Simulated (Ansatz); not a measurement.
# MgO (Fm-3m), small polaron or free hole

Question: is an added hole in MgO (Fm-3m) a free carrier or a small polaron? The trial puts it on a pair of O atoms pulled together. The model is a cell of 128 host atoms; several levels of theory are compared, with their cost.

Main program and level: Ansatz 0.2.0; plane-wave PAW DFT, PBE0 form with 0.308 exact exchange; relaxation of all atoms of a supercell at fixed charge in a uniform background.

In doubt: the hybrid run may have settled on a false gap or state (step 2), so the values of those runs are not to be relied on.

## (1) The starting structure

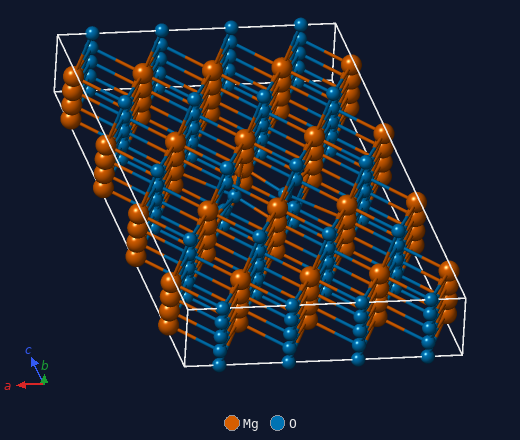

The starting structure, seen from a free direction (magnesium orange, oxygen blue). Some periodic images of atoms are drawn too.

The cell holds 128 atoms: 64 Mg and 64 O. Its edges and angles: a = 11.919 Å, b = 11.919 Å, c = 11.919 Å, α = 60.0°, β = 60.0°, γ = 60.0°. It derives from MgO (space group Fm-3m). Nearest the centre at fractional (0.250, 0.625, 0.375): O20 at 1.08 Å, O52 at 1.08 Å, Mg59 at 1.49 Å, Mg53 at 1.49 Å, Mg29 at 2.58 Å, O28 at 2.58 Å, Mg51 at 2.58 Å, Mg61 at 2.58 Å. The cell carries charge +1.

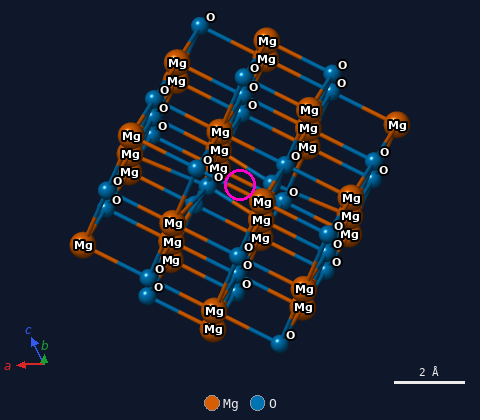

The atoms within 5 Å of the centre. A ring marks the centre wherever it is empty.

Known beforehand: the electronic dielectric constant, 3.25, and the static one, 10.36, computed on the host (DFPT, PBEsol).

The cell's shortest repeat is 11.9 Å.

The centre named in tables marks the trial (a pair of O atoms pulled together), and distances without another origin count from it. The distances above are those of the displaced start.

## (2) Relaxation with the hole, PBE0 (α = 0.308)

Semilocal functionals spread an added carrier through self-interaction, so the relaxation is made with exact exchange mixed in. Its share α is set to 1/ε∞ of the host. A carrier doesn't trap itself from the perfect lattice, where equivalent sites compete, so the atoms around the trial site start displaced and the spin starts there. The total moment is locked to that of one carrier.

Contents of qp1_M1_trap.hrelax/input.yaml:

```yaml
crystal:
  lattice:
    - [0.0, 8.42811523, 8.42811523]
    - [8.42811523, 0.0, 8.42811523]
    - [8.42811523, 8.42811523, 0.0]
  atoms:
    - { symbol: Mg, position: [0.0, 0.0, 0.0] }
    - { symbol: O, position: [0.125, 0.125, 0.125] }
    - { symbol: Mg, position: [0.0, 0.0, 0.25] }
[... 1 atom line left out ...]
    - { symbol: Mg, position: [0.0, 0.0, 0.5] }
[... 6 atom lines left out ...]
    - { symbol: O, position: [0.125, 0.375, 0.375] }
[... 1 atom line left out ...]
    - { symbol: O, position: [0.125, 0.375, 0.625] }
[... 3 atom lines left out ...]
    - { symbol: O, position: [0.125, 0.625, 0.125] }
[... 1 atom line left out ...]
    - { symbol: O, position: [0.159171, 0.625, 0.375], spin: 0.5 }
    - { symbol: Mg, position: [0.0, 0.5, 0.5] }
    - { symbol: O, position: [0.125, 0.625, 0.625] }
    - { symbol: Mg, position: [0.0, 0.5, 0.75] }
[... 2 atom lines left out ...]
    - { symbol: O, position: [0.125, 0.875, 0.125] }
    - { symbol: Mg, position: [0.0, 0.75, 0.25] }
    - { symbol: O, position: [0.125, 0.875, 0.375] }
    - { symbol: Mg, position: [0.0, 0.75, 0.5] }
[... 3 atom lines left out ...]
    - { symbol: Mg, position: [0.25, 0.0, 0.0] }
[... 1 atom line left out ...]
    - { symbol: Mg, position: [0.25, 0.0, 0.25] }
[... 8 atom lines left out ...]
    - { symbol: O, position: [0.375, 0.375, 0.375] }
    - { symbol: Mg, position: [0.25, 0.25, 0.5] }
    - { symbol: O, position: [0.375, 0.375, 0.625] }
    - { symbol: Mg, position: [0.25, 0.25, 0.75] }
[... 2 atom lines left out ...]
    - { symbol: O, position: [0.375, 0.625, 0.125] }
    - { symbol: Mg, position: [0.25, 0.5, 0.25] }
    - { symbol: O, position: [0.340829, 0.625, 0.375], spin: 0.5 }
    - { symbol: Mg, position: [0.25, 0.5, 0.5] }
    - { symbol: O, position: [0.375, 0.625, 0.625] }
    - { symbol: Mg, position: [0.25, 0.5, 0.75] }
[... 1 atom line left out ...]
    - { symbol: Mg, position: [0.25, 0.75, 0.0] }
    - { symbol: O, position: [0.375, 0.875, 0.125] }
    - { symbol: Mg, position: [0.25, 0.75, 0.25] }
    - { symbol: O, position: [0.375, 0.875, 0.375] }
    - { symbol: Mg, position: [0.25, 0.75, 0.5] }
[... 12 atom lines left out ...]
    - { symbol: O, position: [0.625, 0.375, 0.125] }
    - { symbol: Mg, position: [0.5, 0.25, 0.25] }
    - { symbol: O, position: [0.625, 0.375, 0.375] }
    - { symbol: Mg, position: [0.5, 0.25, 0.5] }
[... 3 atom lines left out ...]
    - { symbol: Mg, position: [0.5, 0.5, 0.0] }
    - { symbol: O, position: [0.625, 0.625, 0.125] }
    - { symbol: Mg, position: [0.5, 0.5, 0.25] }
    - { symbol: O, position: [0.625, 0.625, 0.375] }
    - { symbol: Mg, position: [0.5, 0.5, 0.5] }
[... 3 atom lines left out ...]
    - { symbol: Mg, position: [0.5, 0.75, 0.0] }
[... 1 atom line left out ...]
    - { symbol: Mg, position: [0.5, 0.75, 0.25] }
[... 24 atom lines left out ...]
    - { symbol: O, position: [0.875, 0.625, 0.375] }
[... 1 atom line left out ...]
    - { symbol: O, position: [0.875, 0.625, 0.625] }
[... 5 atom lines left out ...]
    - { symbol: O, position: [0.875, 0.875, 0.375] }
[... 1 atom line left out ...]
    - { symbol: O, position: [0.875, 0.875, 0.625] }
[... 1 atom line left out ...]
    - { symbol: O, position: [0.875, 0.875, 0.875] }
  host:
    repeats: [4, 4, 4]
    atoms:
      - { symbol: Mg, position: [0.0, 0.0, 0.0] }
      - { symbol: O, position: [0.5, 0.5, 0.5] }
total_charge: 1
basis:
  ecutwfc: 420
  xc_grid: 2
hamiltonian:
  xc: { preset: pbe0, exx: 0.308 }
kpoints:
  mp_grid: { grid: [1, 1, 1] }
magnetization:
  spin_polarized: true
  initial_magnetization: 1
  spin_locking: { lock_magnetization: hard }
scf:
  occupations: { method: fixed }
  max_iter: 100
output:
  forces: true
  charged_corrections:
    epsilon: 3.25
    static_epsilon: 10.36
    defect_position: [0.25, 0.625, 0.375]
relax:
  f_tol: 0.03
  max_steps: 45
  random_displacement: { amplitude: 0.02, seed: 4082 }
checkpoint:
  write: "../qp1_M1_trap.hrelax.run"
  compress: false
  write_wavefunctions: true
  write_every: 100000
```

Launch:

```
$ ansatz run input.yaml --threads 32 --pin off --max-ram 131891MiB --backend cuda --events-out ev --progress --plain --runs-dir out
```

Numbers of over 12 decimals in the logs are rounded to 6 here.

What it wrote:

```text
[... repeated set-up lines and file paths are left out, and long positions are rounded to six places ...]
Engine: ansatz 0.2.0, aarch64-unknown-linux-gnu
Pseudopotentials: kind: paw
Pseudopotential: Mg, paw, valence charge 10, recommended cutoff 420 eV (normal), Mg.paw.azcp
Pseudopotential: O, paw, valence charge 6, recommended cutoff 420 eV (normal), O.paw.azcp
Functional definition: unnamed
  parameter a_1 = 0.308
  exchange = (1 - a_1)*pbe_x + a_1*exact_x
  correlation = pbe_c
davidson cushion auto → on  (no smearing: the cushion is to keep the highest requested band from converging to the state above it; pin scf.eigensolver.cushion to override)
[...]
Crystal: 128 atoms, lattice volume = 1197.351 Å³
Basis set: ecut = 420 eV, 23409 PW (Γ), exchange–correlation on 160×160×160 points (8 copies of the dense FFT grid, shifted against one another)
Bands: 640, of which v1, the nominal top of the filled ones, is band 512 counted from 1 (511 counted from 0)
Symmetry: 1 space group operations
k-points: 1
Non-local potential: Mg, projectors of the file, l = 0: 3, l = 1: 2, l = 2: 1
Non-local potential: O, projectors of the file, l = 0: 2, l = 1: 2, l = 2: 1
PAW form: soft (Blöchl's): semilocal exchange-correlation on the pseudo side does not see the compensation charge
PAW frozen core: Mg, regenerated for the run's functional, and the local potential with it (the file was generated under x = pbe(κ = 0.804, μ = 0.219515), c = pbe(β = 0.066725))
PAW frozen core: O, regenerated for the run's functional, and the local potential with it (the file was generated under x = pbe(κ = 0.804, μ = 0.219515), c = pbe(β = 0.066725))
PAW one-centre angular grid: Mg, 110 points (default); XC on 64 Gauss nodes
PAW one-centre angular grid: O, 110 points (default); XC on 64 Gauss nodes
Initial density: superposition of atomic densities (chi_scale 0.1, normalization cell, long waves kept (reshape's long-wave potential 0.08 eV rms))
Starting moments: Σ|m| = 1 μB on 2 of 128 sites
Initial wavefunctions: pseudopotential atomic-orbital guess
[...]
Functional: x = pbe(κ = 0.804, μ = 0.219515), c = pbe(β = 0.066725), warm-up for x = 0.692 pbe(κ = 0.804, μ = 0.219515) + 0.308 exact, c = pbe(β = 0.066725)
iter 1 solved again at ethr=3.67e-3 eV; its pass at ethr=1.00e-1 eV (dr2=3.76e1 eV) is discarded
SCF iter   1: F=—  HF=-159632.154403 eV  |Δ(HF+E_count)|=         —  Δρ=3.78e-2 (↑3.70e-2 ↓3.78e-2)  dr2=3.72e1  dr2_m=1.89e-1  M=1.000 μB ∫|m|=1.065 μB  Hψ=7187
preconditioner: auto → none  [insulator: Δε(μ)=0.644 eV  Ē_g=15.625 eV  n_scr=338 (ndim 8)  ℏωp=24.3 eV  f_vac=0.000]
SCF iter   2: F=—  HF=-159627.949919 eV  |Δ(HF+E_count)|=    4.20e0  Δρ=2.65e-2 (↑2.37e-2 ↓2.65e-2)  dr2=1.79e1  dr2_m=3.47e-1  M=1.000 μB ∫|m|=1.176 μB  Hψ=2833
[...]
SCF iter  16: F=-159628.933498 eV  HF=-159628.933498 eV  |Δ(HF+E_count)|=   2.50e-8  Δρ=9.23e-7 (↑7.08e-7 ↓9.23e-7)  dr2=8.39e-9  dr2_m=4.12e-9  M=1.000 μB ∫|m|=1.120 μB  Hψ=2828
SCF 1 converged in 16 iterations: F = -159628.933498 eV  dr2 = 8.39e-9
  greatest PAW one-centre occupation: 1.000 electrons in one spin orbital (limit 2), on the Mg atom at site 52 (counted from 0), in its partial waves of l = 0
the semilocal start has a gap of 0.076 eV: under exact exchange another state, often on complex orbitals, can lie lower than the one that it leads to. A single point with scf.lower_state_search: full and scf.eigensolver.gamma_real: false can look for it
[...]
Starting moments: Σ|m| = 1 μB on 2 of 128 sites; this step starts from the density that it was given
[...]
Exchange kernel: α = 0.3080, full range, Wigner–Seitz truncation, v(0) = 3908.9465 eV·Å³, q-mesh 1×1×1, nearest image of the exchange supercell L = 11.92 Å, pair-density grid 50×50×50, without the augmentation charges, whose exchange is taken in its separable [...]
Frozen-core exchange: fock
[...]
SCF 2 stopped early in 6 iterations: F = -159665.850028 eV  dr2 = 2.04e-4
[...]
hybrid outer 1: dexx = +1.330e0 eV, tail = 3.73e-3 eV
[...]
hybrid outer 1: dexx = +9.551e0 eV, tail = 1.99e-2 eV
[...]
hybrid outer 1: dexx = +8.300e-1 eV, tail = 4.73e-3 eV
[...]
hybrid outer 2: dexx = +4.335e-5 eV, tail = 5.53e-7 eV, Δε = 2.66e-3 eV (about 1.83e-4 eV left of the loop's levels), ΔF = 6.93e-2 eV/Å (tail 1.87e-2)
[...]
relax step   7: F+E_penalty+E_count = -159668.10289874 eV  Δ(F+E_penalty+E_count) = -1.246e-8 eV  max|allowed force component| = 2.595e-2 eV/Å  Δτ_max = 0.0000 Å  (4 SCF iters, accepted)
[... the SCF cycles and remarks between the steps are left out from here to the last step ...]
relax step  20: F+E_penalty+E_count = -159668.11703332 eV  Δ(F+E_penalty+E_count) = -1.493e-3 eV  max|allowed force component| = 1.788e-2 eV/Å  Δτ_max = 0.0078 Å  (15 SCF iters, dr2 threshold 2.43e-6 eV, accepted)
[...]
SCF 55 converged in 2 iterations: F = -159668.117033 eV  dr2 = 4.84e-9
[...]
hybrid outer 1: dexx = +1.718e-9 eV, tail = 2.76e-8 eV
[...]
SCF iter   1: F=—  HF=-159668.117033 eV  |Δ(HF+E_count)|=         —  Δρ=1.10e-6 (↑8.58e-7 ↓1.10e-6)  dr2=5.11e-9  dr2_m=7.75e-9  M=1.000 μB ∫|m|=1.217 μB sched 1.35e-11)  Hψ=2838
SCF iter   2: F=-159668.117033 eV  HF=-159668.117033 eV  |Δ(HF+E_count)|=  2.62e-10  Δρ=8.34e-7 (↑5.99e-7 ↓8.34e-7)  dr2=2.46e-9  dr2_m=4.28e-9  M=1.000 μB ∫|m|=1.217 μB sched 1.00e-12)  Hψ=2836
SCF 56 converged in 2 iterations: F = -159668.117033 eV  dr2 = 2.46e-9
[...]
hybrid outer 2: dexx = +9.336e-10 eV, tail = 1.53e-8 eV, Δε = 1.60e-5 eV (about 6.05e-5 eV left of the loop's levels), ΔF = 3.65e-5 eV/Å (tail 2.67e-3)
[...]
relax step  21: F+E_penalty+E_count = -159668.11703333 eV  Δ(F+E_penalty+E_count) = -5.413e-9 eV  max|allowed force component| = 1.786e-2 eV/Å  Δτ_max = 0.0000 Å  (4 SCF iters, accepted)
hybrid SCF converged: 2 outer / 4 inner (+0 warm-up), last move |dexx| = 9.34e-10 eV, tail = 1.53e-8 eV
Magnetization: 1.0000 μB (512.0000 up, 511.0000 down)
Absolute magnetization: 1.2199 μB (∫|ρ↑−ρ↓|, with the PAW one-centre terms)
Spin contamination: 0.0090 ħ² per cell (⟨S²⟩ above its minimum at these occupations)
Per-site moments (μB) at R_I (Å): [(-1.6620521148072112e-5, 0.863359), (0.000129023, 0.865973), (-0.0001206, 0.865863), [... 6 left out ...]
Free energy (F): -159668.117033 eV
Harris-Foulkes:  -159668.117033 eV  (|F-HF|=5.82e-11)
Internal energy: -159668.117033 eV  (E = F + TS)
E sigma→0 (E₀):  -159668.117033 eV
Fermi energy:    6.082538 (↑ 6.072732, ↓ 6.082538) eV
--- Per-component energies (eV) ---
  E_band       = -23006.597377
  E_kinetic    = 16435.453447
  E_local      = -102691.694632  (includes V_loc(G=0)·N_el)
  E_nonlocal   = 9015.291787
  E_hartree    = 35596.811598
  E_xc         = -4843.063465
  E_vxc        = -6203.602134  (∫ρ·V_xc dr)
  E_exx        = -6164.333831  (= α·E_x^exact, valence–valence)
  E_paw        = -24549.760369  (= ΣΔE_a)
  E_vpaw       = 1572.839055  (= ΣTr[D̂ρ^β])
  E_aug_tail   = 0.159568  (compensation charges beyond the density's cutoff)
  E_ewald      = -82462.273280
  E_core_change = -4.707857  (= ΣΔE_core)
  E_smearing   = -0.000000  (= −TS)
  E_closure    = 0.000001  (closes the sum)
  E_deformation_potential = 18.326143  (in the stress; not in F)
  Σ components = -159668.117033   (vs F -159668.117033, Δ=-2.91e-11)
--- Forces (eV/Å), atoms counted from 1 ---
  atom   1  Mg    -0.00005709    -0.00219931     0.00172329
  atom   2  O     -0.00063252     0.00090481    -0.00034389
  [... 4 atoms left out ...]
  [... 122 more lines of this table ...]
  max |Σ_I F_I| component: 2.52e-5 eV/Å
--- Charged-cell corrections in eV (Makov–Payne, q = +1.000 e, ε = 10.360) ---
  F (periodic)     = -159668.117033  (uncorrected; the corrections below are reported, never added to it)
  E_corr1          = +0.189029  (monopole, q²α_M/2εL)
  F Makov-Payne    = -159667.928005  (F + E_corr1; no measured alignment; for a localised charge, not one spread in a band: unchecked)
  no potential alignment in this run, which stands beside a crystal: run the host's input off ansatz write-host-input, and read the two finished runs by ansatz place-levels (neither reads a slab, a wire or a sheet, whose cell leaves a vacuum)
--- Band table (eV) ---
  k-point 0 ↑: bands = ["-71.7863", "-71.7855", "-71.7732", "-71.7725", "-71.7081", "-71.7079", "-71.6688", "-71.6676", "-71.6610", [... rest cut ...]
  k-point 0 ↓: bands = ["-71.7889", "-71.7881", "-71.7761", "-71.7753", "-71.7102", "-71.7100", "-71.6696", "-71.6684", "-71.6617", [... rest cut ...]
  guard bands above this table: 59 of the run's 640 bands. The solve was not asked for them (output.publish_guard_bands: true or output.eigenvalues: true publishes all)
--- Relaxed structure (21 steps of the walk, 19 accepted, 0 SCFs on fresh bases) ---
  F+E_penalty+E_count = -159668.11703333 eV   max|allowed force component| = 1.786e-2 eV/Å
  atoms:
    - { symbol: Mg, position: [9.506689016877939e-5, 0.001459, -0.001761] }
    - { symbol: O, position: [0.125111, 0.125090, 0.124888] }
    [... 4 atoms left out ...]
  [... 122 more lines of this table ...]
```

Run time: 3.1 min. Hardware: 1 × NVIDIA GB200 with 32 threads of Arm Neoverse V2, shared host; peak memory 2.8 GiB.

The steps of the relaxation:

```csv
step,energy less that of the first step (eV),largest force component (eV/Å)
1,0.0000,3.4403
2,-1.4405,2.0175
3,-2.1037,0.8017
4,-2.2434,0.1722
5,-2.2468,0.1420
6,-2.2580,0.0260
7,-2.2580,0.0260
8,-2.2584,0.0189
9,-2.2586,0.0178
10,-2.2591,0.0393
11,-2.2597,0.0347
12,-1.9984,0.9216
13,-2.2615,0.0536
14,-2.2633,0.0600
15,-2.2652,0.0601
16,-0.7895,2.5830
17,-2.2671,0.0489
18,-2.2702,0.0408
19,-2.2707,0.0591
20,-2.2722,0.0179
21,-2.2722,0.0179
```

Relaxation steps 12, 16 were tried and not accepted.

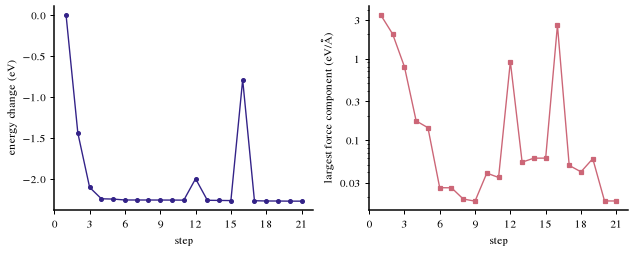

Energy and largest force along the relaxation.

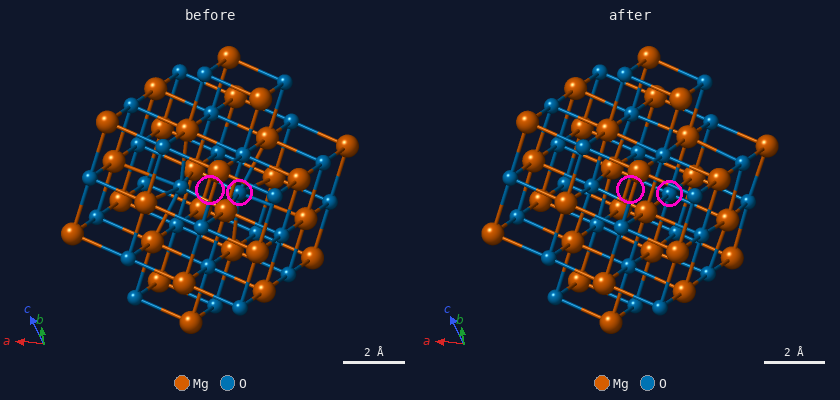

Before and after: the atoms that start within 5 Å of the centre. O20, which moves most, is ringed if it is among them. A ring with no atom in it marks the empty centre.

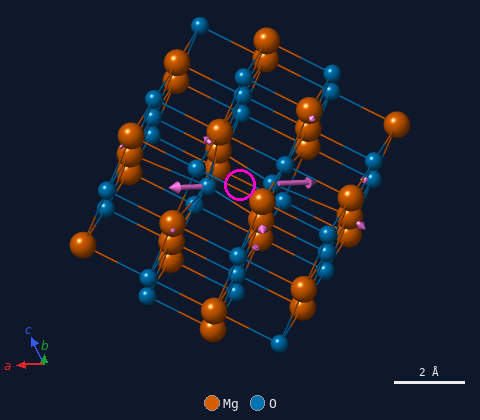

Displacements in the relaxation from the typed sites near the centre, exaggerated, the mean shift taken out; the longest in the cell stands for 0.39 Å. A ring marks the centre wherever it is empty.

The atoms that moved most (Å, from the sites as typed, ahead of the random displacement, the mean shift of all atoms taken out):

| atom | dx | dy | dz | length |
| --- | --- | --- | --- | --- |
| O20 | 0.000 | -0.279 | -0.279 | 0.394 |
| O52 | 0.000 | 0.237 | 0.237 | 0.335 |
| Mg59 | 0.000 | -0.041 | 0.090 | 0.098 |
| Mg53 | 0.000 | 0.089 | -0.041 | 0.098 |
| Mg21 | 0.000 | 0.037 | -0.090 | 0.097 |
| Mg27 | 0.000 | -0.090 | 0.037 | 0.097 |
| O116 | 0.000 | 0.045 | 0.045 | 0.064 |
| Mg51 | -0.054 | 0.001 | 0.001 | 0.054 |

The moves above count from the input, in which the atoms at the trial site were already displaced.

The atoms nearest to the centre after the run:

```
atom  distance (Å)
 O52         1.418
 O20         1.477
Mg53         1.582
Mg59         1.583
 O22         2.567
 O28         2.567
 O44         2.571
 O50         2.572
Mg61         2.581
Mg83         2.585
Mg29         2.622
Mg51         2.626
```

Largest moments: 0.54 μB on O20, 0.14 μB on O52 and 0.11 μB on O116. The sizes of the moments in the atoms' spheres add to about 1.0 μB, shared by 3.1 atoms in effect, 91 % of it within 3.2 Å of the largest: the carrier is localised at or next to the trial site.

## (3) The states that it is compared with

Its energy has a meaning only beside the cell without the carrier and the carrier left in the undistorted cell, under the same functional.

Times on 1 × NVIDIA GB200 with 32 threads of Arm Neoverse V2, shared host:

| charge | start | kind | largest moment on one atom (μB) | time |
| --- | --- | --- | --- | --- |
| 0 | ideal sites | relaxation | - | 7.4 s |
| +1 | ideal sites | single point, state in doubt | 0.02 | 15 s |

Distances from O20, which holds the largest moment, without and with the hole:

```csv
atom,without (Å),with (Å),change (Å)
Mg27,2.11,2.21,0.10
Mg21,2.11,2.21,0.10
Mg29,2.11,2.16,0.05
Mg59,2.11,2.19,0.08
Mg51,2.11,2.16,0.05
Mg53,2.11,2.19,0.08
```

Among the unlike neighbours of O20, the distance changes most, or as much as any, to Mg27, from 2.11 to 2.21 Å.

[end of part 1 of 2]

[Logs are printed without paths, hosts, clocks, repeated set-up lines and the standing remarks that a program may print on its own settings, such as how far it seeks lower states.]

[Hosts, paths, dates, database ids (printed as entryN), source tags and the programs' standing remarks are cut or masked in the printed files.]

[For some hosts the program warned that the k-mesh of the response run may be too coarse for force constants and the static dielectric constant; such warnings are not shown here.]
